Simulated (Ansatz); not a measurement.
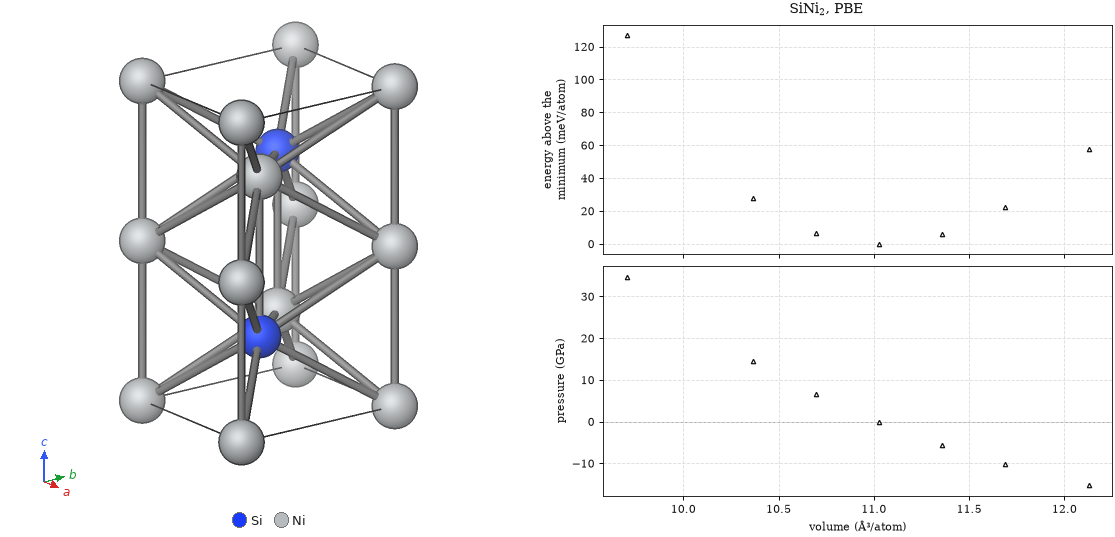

The figure shows the energy above the minimum and pressure against volume for SiNi₂, space group P6_3/mmc (No. 194). The conventional cell is drawn beside the plot.

Structure:
```
Si Ni
1.0
     3.91193    0.00000    0.00000
    -1.95596    3.38783    0.00000
     0.00000    0.00000    4.99145
Si Ni
2 4
Cartesian
  0.0000 2.2586 3.7436
  1.9560 1.1293 1.2479
  0.0000 0.0000 0.0000
  0.0000 0.0000 2.4957
  0.0000 2.2586 1.2479
  1.9560 1.1293 3.7436
```

Method: third-order Birch-Murnaghan fit to density functional energies at scaled volumes of the given relaxed cell, shape and atoms relaxed at each volume; energies count from the fitted minimum; plane waves with PAW datasets, Γ-centred k mesh (Ansatz 0.2.0). Level: PBE, no spin polarisation.

wave cutoff 420 eV; k mesh 12×12×8; occupations Gaussian; smearing width 0.1 eV.

The point at volume 10.033 Å³/atom is left out of the plot. What does the calculation give there?

```csv
volume (Å³/atom),energy above the minimum (meV/atom),pressure (GPa)
10.033,66.9,23.71
```

Limits of the calculation: no spin polarisation, a magnetic state may lie lower.
